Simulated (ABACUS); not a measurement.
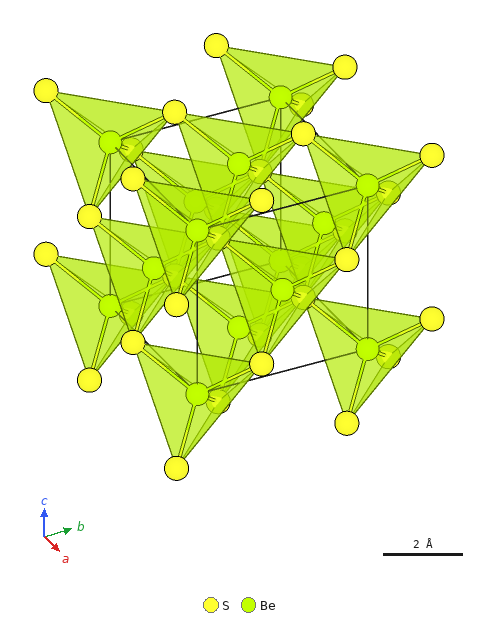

Figure 1. The structure as given in the input (polyhedral view of the cell 4 times as large as that of the calculation, set on its symmetry axes, seen at an oblique angle; polyhedra are completed across the faces of the cell). An atom can appear more than once, as a periodic image.

## BeS: band-structure run

- system: BeS (F-43m, 2 atoms in the cell)
- method: Kohn-Sham DFT of a periodic cell, PBEsol, PseudoDojo NC SR 0.5 PBE standard, no spin polarisation (ABACUS 3.10.1)

The structure derives from an entry of the Crystallography Open Database. It belongs to a series of runs on one base structure; here: bands on the converged density.

## Input
```
INPUT_PARAMETERS
suffix              BeS
calculation         nscf
basis_type          pw
pseudo_dir          ./
symmetry            -1
dft_functional      pbesol
ecutwfc             89.0
pseudo_rcut         7
nspin               1
nbands              15
ks_solver           dav
smearing_method     fd
smearing_sigma      0.00367493
scf_thr             1e-08
scf_nmax            100
mixing_type         broyden
mixing_beta         0.7
init_chg            file
pw_diag_thr         1e-07
out_band            1
kpar                4
```

## File STRU
```
ATOMIC_SPECIES
S 32.0600 S.upf
Be 9.0122 Be.upf

LATTICE_CONSTANT
1.8897261246

LATTICE_VECTORS
0.0000000000 2.4250000000 2.4250000000
2.4250000000 0.0000000000 2.4250000000
2.4250000000 2.4250000000 0.0000000000

ATOMIC_POSITIONS
Cartesian

S
0.0
1
3.6375000000 3.6375000000 3.6375000000 1 1 1

Be
0.0
1
0.0000000000 0.0000000000 0.0000000000 1 1 1
```

## File KPT
```
K_POINTS
12
Line
0.00000000 0.00000000 0.00000000 10 // G
0.50000000 0.00000000 0.50000000 10 // X
0.50000000 0.25000000 0.75000000 10 // W
0.37500000 0.37500000 0.75000000 10 // K
0.00000000 0.00000000 0.00000000 10 // G
0.50000000 0.50000000 0.50000000 10 // L
0.62500000 0.25000000 0.62500000 10 // U
0.50000000 0.25000000 0.75000000 10 // W
0.50000000 0.50000000 0.50000000 10 // L
0.37500000 0.37500000 0.75000000 1 // K
0.62500000 0.25000000 0.62500000 10 // U
0.50000000 0.00000000 0.50000000 1 // X
```

Hardware: 4 threads of Intel Xeon (Granite Rapids), 32 GiB of memory available, shared host.

Launched with:
```bash
OMP_NUM_THREADS=1 mpirun -np 4 abacus > log
```

## What the program printed
```
ABACUS v3.10.1

               Atomic-orbital Based Ab-initio Computation at UStc

 ------------------------------------------------------------------------------------

 READING GENERAL INFORMATION
                           global_out_dir = OUT.BeS/
                           global_in_card = INPUT
                               pseudo_dir = ./
                              orbital_dir =
                                    DSIZE = 4
                                    GSIZE = 1

 READING UNITCELL INFORMATION
                                    ntype = 2
                  lattice constant (Bohr) = 1.88973
              lattice constant (Angstrom) = 1

 READING ATOM TYPE 1
                               atom label = S
                      L=0, number of zeta = 1
                      L=1, number of zeta = 1
                      L=2, number of zeta = 1
             number of atom for this type = 1

 READING ATOM TYPE 2
                               atom label = Be
                      L=0, number of zeta = 1
                      L=1, number of zeta = 1
                      L=2, number of zeta = 1
             number of atom for this type = 1

                        TOTAL ATOM NUMBER = 2
CARTESIAN COORDINATES ( UNIT =       1.889726124600 Bohr ).
    atom                   x                   y                   z     mag                  vx                  vy                  vz
tauc_S1            3.6375000000        3.6375000000        3.6375000000  0.0000        0.0000000000        0.0000000000        0.0000000000
tauc_Be1            0.0000000000        0.0000000000        0.0000000000  0.0000        0.0000000000        0.0000000000        0.0000000000

                          Volume (Bohr^3) = 192.469
                             Volume (A^3) = 28.521

 Lattice vectors: (Cartesian coordinate: in unit of a_0)
                   +0              +2.425              +2.425
               +2.425                  +0              +2.425
               +2.425              +2.425                  +0
 Reciprocal vectors: (Cartesian coordinate: in unit of 2 pi/a_0)
            -0.206186           +0.206186           +0.206186
            +0.206186           -0.206186           +0.206186
            +0.206186           +0.206186           -0.206186
 The esolver type has been set to : ksdft_pw

                PAO radial cut off (Bohr) = 7

 Read in pseudopotential file is S.upf
                     pseudopotential type = NC
          exchange-correlation functional = PBE
                 nonlocal core correction = 1
                        valence electrons = 6
                                     lmax = 2
                           number of zeta = 2
                     number of projectors = 6
                           L of projector = 0
                           L of projector = 0
                           L of projector = 1
                           L of projector = 1
                           L of projector = 2
                           L of projector = 2
 XC functional updated to : pbesol
          exchange-correlation functional = PBESOL
                PAO radial cut off (Bohr) = 7

 Read in pseudopotential file is Be.upf
                     pseudopotential type = NC
          exchange-correlation functional = PBE
                 nonlocal core correction = 0
                        valence electrons = 4
                                     lmax = 1
                           number of zeta = 2
                     number of projectors = 4
                           L of projector = 0
                           L of projector = 0
                           L of projector = 1
                           L of projector = 1
 XC functional updated to : pbesol
          exchange-correlation functional = PBESOL
     initial pseudo atomic orbital number = 6

 SETUP THE ELECTRONS NUMBER
             electron number of element S = 6
       total electron number of element S = 6
            electron number of element Be = 4
      total electron number of element Be = 4
            AUTOSET number of electrons:  = 10
                           occupied bands = 5
                                   NBANDS = 15
                                   NLOCAL = 18

%%%%%%%%%%%%%%%%%%%%%%%%%%%%%%%%%%%%%%%%%%%%%%%%%%%%%%%%%%%%%%%%%%%%%%%%%%%%%%%%%%%%%%%%%%%%%%%%%%%%%%%%%%
 Warning: the number of valence electrons in pseudopotential > 2 for Be: [He] 2s2
 Pseudopotentials with additional electrons can yield (more) accurate outcomes, but may be less efficient.
 If you're confident that your chosen pseudopotential is appropriate, you can safely ignore this warning.
%%%%%%%%%%%%%%%%%%%%%%%%%%%%%%%%%%%%%%%%%%%%%%%%%%%%%%%%%%%%%%%%%%%%%%%%%%%%%%%%%%%%%%%%%%%%%%%%%%%%%%%%%%

 SETUP THE PLANE WAVE BASIS
 energy cutoff for charge/potential (unit:Ry) = 356
            fft grid for charge/potential = [ 40, 40, 40 ]
                        fft grid division = [ 1, 1, 1 ]
        big fft grid for charge/potential = [ 40, 40, 40 ]
                                     nbxx = 64000
                                     nrxx = 64000

 SETUP PLANE WAVES FOR CHARGE/POTENTIAL
                    number of plane waves = 22075
                         number of sticks = 1039

 PARALLEL PW FOR CHARGE/POTENTIAL
     PROC   COLUMNS(POT)             PW
        1           1039          22075
 --------------- sum -------------------
        1           1039          22075
                            number of |g| = 255
                                  max |g| = 32.1394
                                  min |g| = 0

----------- Double Check Mixing Parameters Begin ------------
mixing_type: broyden
mixing_beta: 0.7
mixing_gg0: 1
mixing_gg0_min: 0.1
mixing_ndim: 8
----------- Double Check Mixing Parameters End ------------

 SETUP K-POINTS
                                    nspin = 1
                                   nkstot = 102
K-POINTS DIRECT COORDINATES
 KPOINTS    DIRECT_X    DIRECT_Y    DIRECT_Z  WEIGHT
       1  0.00000000  0.00000000  0.00000000  1.0000
       2  0.05000000  0.00000000  0.05000000  1.0000
       3  0.10000000  0.00000000  0.10000000  1.0000
       4  0.15000000  0.00000000  0.15000000  1.0000
       5  0.20000000  0.00000000  0.20000000  1.0000
       6  0.25000000  0.00000000  0.25000000  1.0000
       7  0.30000000  0.00000000  0.30000000  1.0000
       8  0.35000000  0.00000000  0.35000000  1.0000
       9  0.40000000  0.00000000  0.40000000  1.0000
      10  0.45000000  0.00000000  0.45000000  1.0000
      11  0.50000000  0.00000000  0.50000000  1.0000
      12  0.50000000  0.02500000  0.52500000  1.0000
      13  0.50000000  0.05000000  0.55000000  1.0000
      14  0.50000000  0.07500000  0.57500000  1.0000
      15  0.50000000  0.10000000  0.60000000  1.0000
      16  0.50000000  0.12500000  0.62500000  1.0000
      17  0.50000000  0.15000000  0.65000000  1.0000
      18  0.50000000  0.17500000  0.67500000  1.0000
      19  0.50000000  0.20000000  0.70000000  1.0000
      20  0.50000000  0.22500000  0.72500000  1.0000
      21  0.50000000  0.25000000  0.75000000  1.0000
      22  0.48750000  0.26250000  0.75000000  1.0000
      23  0.47500000  0.27500000  0.75000000  1.0000
      24  0.46250000  0.28750000  0.75000000  1.0000
      25  0.45000000  0.30000000  0.75000000  1.0000
      26  0.43750000  0.31250000  0.75000000  1.0000
      27  0.42500000  0.32500000  0.75000000  1.0000
      28  0.41250000  0.33750000  0.75000000  1.0000
      29  0.40000000  0.35000000  0.75000000  1.0000
      30  0.38750000  0.36250000  0.75000000  1.0000
[... 72 further k points ...]

           k-point number in this process = 26
       minimum distributed K point number = 25

[... K-POINTS CARTESIAN COORDINATES: 26 rows ...]

[... K-POINTS DIRECT COORDINATES: 26 rows ...]

 SETUP PLANE WAVES FOR WAVE FUNCTIONS
     energy cutoff for wavefunc (unit:Ry) = 89
              fft grid for wave functions = [ 40, 40, 40 ]
                    number of plane waves = 3479
                         number of sticks = 301

 PARALLEL PW FOR WAVE FUNCTIONS
     PROC   COLUMNS(POT)             PW
        1            301           3479
 --------------- sum -------------------
        1            301           3479

 SETUP NONLOCAL PSEUDOPOTENTIALS IN PLANE WAVE BASIS
 S non-local projectors:
 projector 1 L=0
 projector 2 L=0
 projector 3 L=1
 projector 4 L=1
 projector 5 L=2
 projector 6 L=2
 Be non-local projectors:
 projector 1 L=0
 projector 2 L=0
 projector 3 L=1
 projector 4 L=1
      TOTAL NUMBER OF NONLOCAL PROJECTORS = 26

 Init Non-Local PseudoPotential table :
 Init Non-Local-Pseudopotential done.

                                     npwx = 2762

 Make real space PAO into reciprocal space.
       max mesh points in Pseudopotential = 701
     dq(describe PAO in reciprocal space) = 0.01
                                    max q = 1136

 number of pseudo atomic orbitals for S is 2
WARNING: norm of atomic wavefunction # 1 of atomic type S is 0.999996, renormalized
WARNING: norm of atomic wavefunction # 2 of atomic type S is 0.999693, renormalized

 number of pseudo atomic orbitals for Be is 2
WARNING: norm of atomic wavefunction # 2 of atomic type Be is 0.998117, renormalized

 -------------------------------------------
 NONSELF-CONSISTENT
 -------------------------------------------
                                 init_chg = file
 try to read charge from file
 Read in the charge density: OUT.BeS//BeS-CHARGE-DENSITY.restart

 PW ALGORITHM --------------- ION=   1  ELEC=   1--------------------------------
 k(1/102) Iter steps (avg)=11 threshold=1e-07
 k(2/102) Iter steps (avg)=12 threshold=1e-07
 k(3/102) Iter steps (avg)=12 threshold=1e-07
 k(4/102) Iter steps (avg)=12 threshold=1e-07
 k(5/102) Iter steps (avg)=12 threshold=1e-07
 k(6/102) Iter steps (avg)=13 threshold=1e-07
 k(7/102) Iter steps (avg)=18 threshold=1e-07
 k(8/102) Iter steps (avg)=21 threshold=1e-07
 k(9/102) Iter steps (avg)=22 threshold=1e-07
 k(10/102) Iter steps (avg)=31 threshold=1e-07
 k(11/102) Iter steps (avg)=20 threshold=1e-07
 k(12/102) Iter steps (avg)=26 threshold=1e-07
 k(13/102) Iter steps (avg)=30 threshold=1e-07
 k(14/102) Iter steps (avg)=25 threshold=1e-07
 k(15/102) Iter steps (avg)=23 threshold=1e-07
 k(16/102) Iter steps (avg)=21 threshold=1e-07
 k(17/102) Iter steps (avg)=20 threshold=1e-07
 k(18/102) Iter steps (avg)=17 threshold=1e-07
 k(19/102) Iter steps (avg)=21 threshold=1e-07
 k(20/102) Iter steps (avg)=19 threshold=1e-07
 k(21/102) Iter steps (avg)=17 threshold=1e-07
 k(22/102) Iter steps (avg)=22 threshold=1e-07
 k(23/102) Iter steps (avg)=20 threshold=1e-07
 k(24/102) Iter steps (avg)=22 threshold=1e-07
 k(25/102) Iter steps (avg)=20 threshold=1e-07
 k(26/102) Iter steps (avg)=16 threshold=1e-07
[... levels at 26 k points of this process ...]

 Density error is 0.00000000000
                          Error Threshold = 1.00000000000e-07
----------------------------------------------------------
     Energy           Rydberg                 eV
----------------------------------------------------------
 E_KohnSham     -49.9272758234       -679.2954368155
 E_KS(sigma->0) -49.9272758234       -679.2954368155
 E_Harris       -49.9272758234       -679.2954368155
 E_band         -13.4733510244       -183.3143450858
 E_one_elec     -16.2067806522       -220.5045631065
 E_Hartree      7.5145727940         102.2410080346
 E_xc           -11.0222401700       -149.9652710369
 E_Ewald        -30.2128277951       -411.0666107067
 E_entropy(-TS) -0.0000000000        -0.0000000001
 E_descf        0.0000000000         0.0000000000
 E_exx          0.0000000000         0.0000000000
 E_Fermi        0.4860735067         6.6133693374
----------------------------------------------------------

 charge density convergence is achieved
 final etot is -679.29543682 eV
 EFERMI = 6.6133693374 eV

 STATE ENERGY(eV) AND OCCUPATIONS    NSPIN == 1
 1/26 kpoint (Cartesian) = 0.0000 0.0000 0.0000 (2733 pws)
       1       -92.8306      0.0196078
       2       -8.20824      0.0196078
       3        5.52275      0.0196078
       4        5.52275      0.0196078
       5        5.52275      0.0196078
       6        11.1189    1.43939e-41
       7        11.1189    1.43939e-41
       8        11.1189    1.43939e-41
       9        11.2219    1.83284e-42
      10        18.1130        0.00000
      11        18.1130        0.00000
      12        20.2392        0.00000
      13        21.8663        0.00000
      14        21.8663        0.00000
      15        21.8663        0.00000

 2/26 kpoint (Cartesian) = 0.0000 0.020619 0.0000 (2729 pws)
       1       -92.8306      0.0196078
       2       -8.16952      0.0196078
       3        5.33627      0.0196078
       4        5.41079      0.0196078
       5        5.41079      0.0196078
       6        10.9598    3.46272e-40
       7        11.2887    4.81809e-43
       8        11.2887    4.81809e-43
       9        11.5321    3.70653e-45
      10        17.6466        0.00000
      11        18.1658        0.00000
      12        20.2715        0.00000
      13        21.9734        0.00000
      14        21.9734        0.00000
      15        22.3255        0.00000

 3/26 kpoint (Cartesian) = 0.0000 0.041237 0.0000 (2725 pws)
       1       -92.8306      0.0196078
       2       -8.05463      0.0196078
       3        4.85008      0.0196078
       4        5.11540      0.0196078
       5        5.11540      0.0196078
       6        10.7568    2.00875e-38
       7        11.7569    4.13017e-47
       8        11.7569    4.13016e-47
       9        12.0853    5.81104e-50
      10        16.6746        0.00000
      11        18.3233        0.00000
      12        20.5604        0.00000
      13        22.2936        0.00000
      14        22.2936        0.00000
      15        23.0974        0.00000

 4/26 kpoint (Cartesian) = 0.0000 0.061856 0.0000 (2738 pws)
       1       -92.8306      0.0196078
       2       -7.86767      0.0196078
       3        4.19767      0.0196078
       4        4.71921      0.0196078
       5        4.71921      0.0196078
       6        10.4993    3.46691e-36
       7        12.4387    4.94770e-53
       8        12.4387    4.94770e-53
       9        12.5918    2.31574e-54
      10        15.8599    9.50927e-83
      11        18.5825        0.00000
      12        21.0876        0.00000
      13        22.8216        0.00000
      14        22.8216        0.00000
      15        23.7554        0.00000

 5/26 kpoint (Cartesian) = 0.0000 0.082474 0.0000 (2722 pws)
       1       -92.8306      0.0196078
       2       -7.61617      0.0196078
       3        3.47825      0.0196078
       4        4.29435      0.0196078
       5        4.29435      0.0196078
       6        10.1920    1.61628e-33
       7        12.5483    5.51986e-54
       8        13.2589    3.71891e-60
       9        13.2589    3.71891e-60
      10        15.8230    1.98863e-82
      11        18.9378        0.00000
      12        21.7377        0.00000
      13        23.5415        0.00000
      14        23.5415        0.00000
      15        24.3338        0.00000

 6/26 kpoint (Cartesian) = 0.0000 0.10309 0.0000 (2706 pws)
       1       -92.8305      0.0196078
       2       -7.31233      0.0196078
       3        2.75087      0.0196078
       4        3.88861      0.0196078
       5        3.88861      0.0196078
       6        9.84474    1.67918e-30
       7        11.9732    5.46024e-49
       8        14.1662    4.88737e-68
       9        14.1662    4.88737e-68
      10        16.5715    6.27284e-89
      11        19.3788        0.00000
      12        22.3783        0.00000
      13        24.3964        0.00000
      14        24.3964        0.00000
      15        24.9657        0.00000

[... levels at 20 further k points ...]

 --------------------------------------------
 !FINAL_ETOT_IS -679.2954368155126 eV
 --------------------------------------------

 Output bands in file: OUT.BeS/BANDS_1.dat
```

## Standard output
```
ABACUS v3.10.1

               Atomic-orbital Based Ab-initio Computation at UStc

 dft_functional readin is: pbesol
 dft_functional in pseudopot file is: PBE
 Please make sure this is what you need
 dft_functional readin is: pbesol
 dft_functional in pseudopot file is: PBE
 Please make sure this is what you need

%%%%%%%%%%%%%%%%%%%%%%%%%%%%%%%%%%%%%%%%%%%%%%%%%%%%%%%%%%%%%%%%%%%%%%%%%%%%%%%%%%%%%%%%%%%%%%%%%%%%%%%%%
 Warning: the number of valence electrons in pseudopotential > 2 for Be: [He] 2s2
 Pseudopotentials with additional electrons can yield (more) accurate outcomes, but may be less efficient.
 If you're confident that your chosen pseudopotential is appropriate, you can safely ignore this warning.
%%%%%%%%%%%%%%%%%%%%%%%%%%%%%%%%%%%%%%%%%%%%%%%%%%%%%%%%%%%%%%%%%%%%%%%%%%%%%%%%%%%%%%%%%%%%%%%%%%%%%%%%%

 UNIFORM GRID DIM        : 40 * 40 * 40
 UNIFORM GRID DIM(BIG)   : 40 * 40 * 40
 ---------------------------------------------------------
 ---------------------------------------------------------
 SPIN    KPOINTS         PROCESSORS  THREADS
 1       102             4           4
 ---------------------------------------------------------
 Use plane wave basis
 ---------------------------------------------------------
 ELEMENT NATOM       XC
 S       1
 Be      1
 ---------------------------------------------------------
 Initial plane wave basis and FFT box
 ---------------------------------------------------------
 -------------------------------------------
 NONSELF-CONSISTENT :
 -------------------------------------------
 START CHARGE      : file
 ITER       ETOT/eV          EDIFF/eV         DRHO     TIME/s
 DA1     -6.79295437e+02   0.00000000e+00   0.0000e+00   4.55
```

## Results in brief

```json
{"quantity": "outcome", "value": "converged"}
{"quantity": "space group (tolerance 0.01 Å)", "value": "F-43m (216)"}
{"quantity": "electrons treated", "value": "10"}
{"quantity": "gap on the band path", "value": "2.92 eV"}
{"quantity": "wall time", "value": "5 s (CPU time 19 s)"}
{"quantity": "peak memory", "value": "0.36 GiB"}
```
